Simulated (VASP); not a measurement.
Optical-spectrum calculation, with input and output: AgCl (part 4 of 4)

The same run, continued: AgCl (Fm-3m, 2 atoms in the cell); Kohn-Sham DFT of a periodic cell, r2SCAN with D3(BJ), spin-orbit coupling, VASP PAW PBE potentials, hard, no spin polarisation (VASP 6.6.1); cutoff 900 eV, 6×6×6 k-mesh, Gaussian smearing of 0.01 eV. The structure derives from an entry of the Crystallography Open Database.

Geometry of the input (Å; fractional positions):
```
0.0000  2.7350  2.7350
2.7350  0.0000  2.7350
2.7350  2.7350  0.0000
Ag 0.0000  0.0000  0.0000
Cl 0.5000  0.5000  0.5000
```

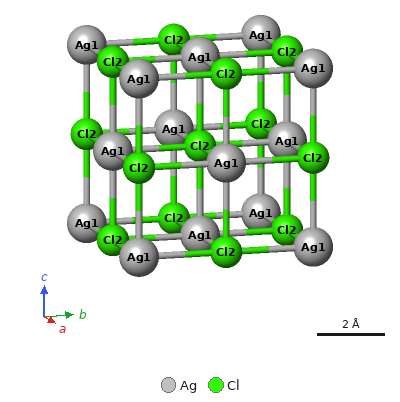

Fig. 1: The structure (ball-and-stick view of the cell 4 times as large as that of the calculation, set on its symmetry axes, seen slightly off an axis; atoms are numbered from 1 in the order of the input).

**Parts of OUTCAR, continued**
```
 Ion:    2  E_soc:     -0.0033606
 l=   1
     0.0000000    -0.0005601    -0.0005601
    -0.0005601     0.0000000    -0.0005601
    -0.0005601    -0.0005601     0.0000000
 l=   2
     0.0000000     0.0000000     0.0000000     0.0000000     0.0000000
     0.0000000     0.0000000     0.0000000     0.0000000     0.0000000
     0.0000000     0.0000000     0.0000000     0.0000000     0.0000000
     0.0000000     0.0000000     0.0000000     0.0000000     0.0000000
     0.0000000     0.0000000     0.0000000     0.0000000     0.0000000
 l=   3
     0.0000000     0.0000000     0.0000000     0.0000000     0.0000000     0.0000000     0.0000000
     0.0000000     0.0000000     0.0000000     0.0000000     0.0000000     0.0000000     0.0000000
     0.0000000     0.0000000     0.0000000     0.0000000     0.0000000     0.0000000     0.0000000
     0.0000000     0.0000000     0.0000000     0.0000000     0.0000000     0.0000000     0.0000000
     0.0000000     0.0000000     0.0000000     0.0000000     0.0000000     0.0000000     0.0000000
     0.0000000     0.0000000     0.0000000     0.0000000     0.0000000     0.0000000     0.0000000
     0.0000000     0.0000000     0.0000000     0.0000000     0.0000000     0.0000000     0.0000000

 total charge

# of ion       s       p       d       tot
------------------------------------------
    1        0.203   0.147   9.393   9.743
    2        1.115   2.202   0.000   3.317
--------------------------------------------------
tot          1.318   2.349   9.393  13.060

 magnetization (x)

# of ion       s       p       d       tot
------------------------------------------
    1        0.000   0.000   0.000   0.000
    2       -0.000   0.000   0.000  -0.000
--------------------------------------------------
tot         -0.000   0.000   0.000   0.000

 magnetization (y)

# of ion       s       p       d       tot
------------------------------------------
    1        0.000  -0.000  -0.000  -0.000
    2       -0.000   0.000   0.000  -0.000
--------------------------------------------------
tot         -0.000  -0.000  -0.000  -0.000

 magnetization (z)

# of ion       s       p       d       tot
------------------------------------------
    1        0.000   0.000   0.000   0.000
    2       -0.000   0.000   0.000   0.000
--------------------------------------------------
tot         -0.000   0.000   0.000   0.000
```

**CONTCAR**
```
AgCl
   1.00000000000000
     0.0000000000000000    2.7349999999999999    2.7349999999999999
     2.7349999999999999    0.0000000000000000    2.7349999999999999
     2.7349999999999999    2.7349999999999999    0.0000000000000000
  Ag              Cl
     1     1
Direct
     0.0000000000000000    0.0000000000000000    0.0000000000000000
     0.5000000000000000    0.5000000000000000    0.5000000000000000

  0.00000000E+00  0.00000000E+00  0.00000000E+00
  0.00000000E+00  0.00000000E+00  0.00000000E+00
```

**Summary**

```json
{"quantity": "outcome", "value": "converged"}
{"quantity": "space group (tolerance 0.01 Å)", "value": "Fm-3m (225)"}
{"quantity": "electrons treated", "value": "18"}
{"quantity": "free energy", "value": "−28.9781 eV"}
{"quantity": "dispersion energy", "value": "−0.3235 eV"}
{"quantity": "Fermi energy of the self-consistent step", "value": "4.531 eV"}
{"quantity": "gap on the k-point mesh", "value": "1.38 eV"}
{"quantity": "pressure", "value": "1.03 GPa"}
{"quantity": "largest force (length of the vector)", "value": "under 0.001 eV/Å"}
{"quantity": "hardware", "value": "1 thread of Intel Xeon (Granite Rapids), 64 GiB of memory available, shared host"}
{"quantity": "wall time", "value": "15 min"}
{"quantity": "peak memory", "value": "0.7 GiB"}
```
